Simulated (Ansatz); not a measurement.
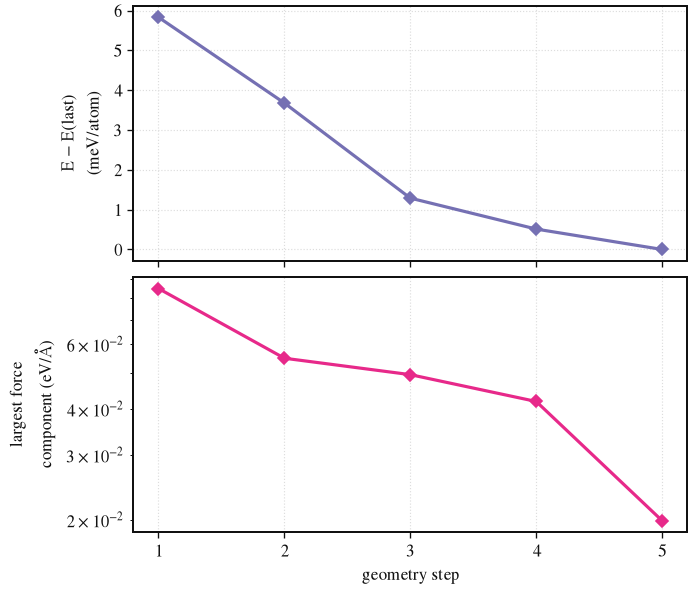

History of a geometry optimisation. Only the atoms move.

Sn (defect cell, 19 atoms in the cell); DFT PBE, scalar-relativistic, plane waves, PAW in Ansatz 0.2.0; cutoff 420 eV, 4×4×4 k-mesh, Gaussian smearing of 0.1 eV.

### How did the optimisation end?

The optimisation met its thresholds at geometry 5, counting the start as the first. The energy fell by about 5.8 meV/atom from the first step to the last. The largest force component goes from about 0.085 eV/Å at the start to 0.02 eV/Å at the end.
